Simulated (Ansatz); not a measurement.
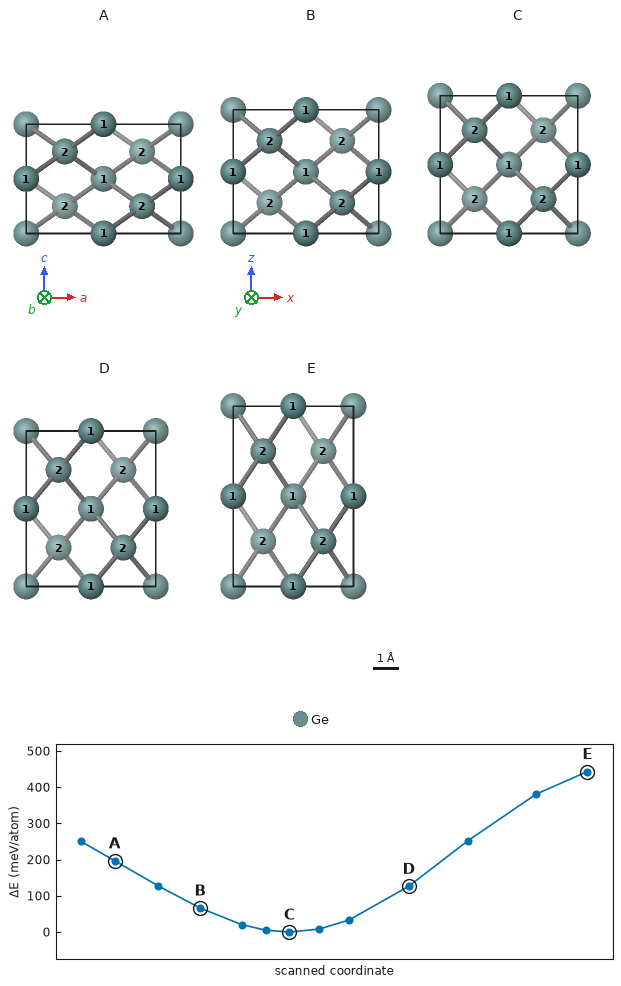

A scan of solid Ge (Fd-3m) along one coordinate. x, y and z are the Cartesian axes of the input. A ball-and-stick model of the conventional cell (4 times the calculation's cell), seen along the b axis. Lengths and directions refer to the drawn axes.

Method: Ansatz 0.2.0, DFT PBE, scalar-relativistic, plane waves, PAW. Settings: plane-wave cutoff 420 eV; k-point mesh 16 × 16 × 16; occupations gaussian; smearing width 0.15 eV; no spin polarisation. Energies (free energies at the smearing named) are counted from the cell as listed in its source, which wasn't relaxed.

Which coordinate changes from frame to frame?

Answer. The ratio of the cell's length along z to its lengths across, counted as 1 for the reference, is changed at fixed volume (a tetragonal or Bain path), with the atoms kept at their fractional coordinates. In the frames the relative ratio is 0.707 (A), 0.85 (B), 1.00 (C), 1.20 (D), 1.50 (E). The lowest computed point lies at the relative ratio 1.00 (0 meV/atom). The end points stand at 251 meV/atom (0.65) and 443 meV/atom (1.50). The unrelaxed reference is under a pressure of 3.7 GPa. The distortion takes the space group from Fd-3m to I4_1/amd. At the relative ratio 1.50 the cell of the drawing goes a 5.658 → 4.942 Å, b 5.658 → 4.942 Å, c 5.658 → 7.413 Å.
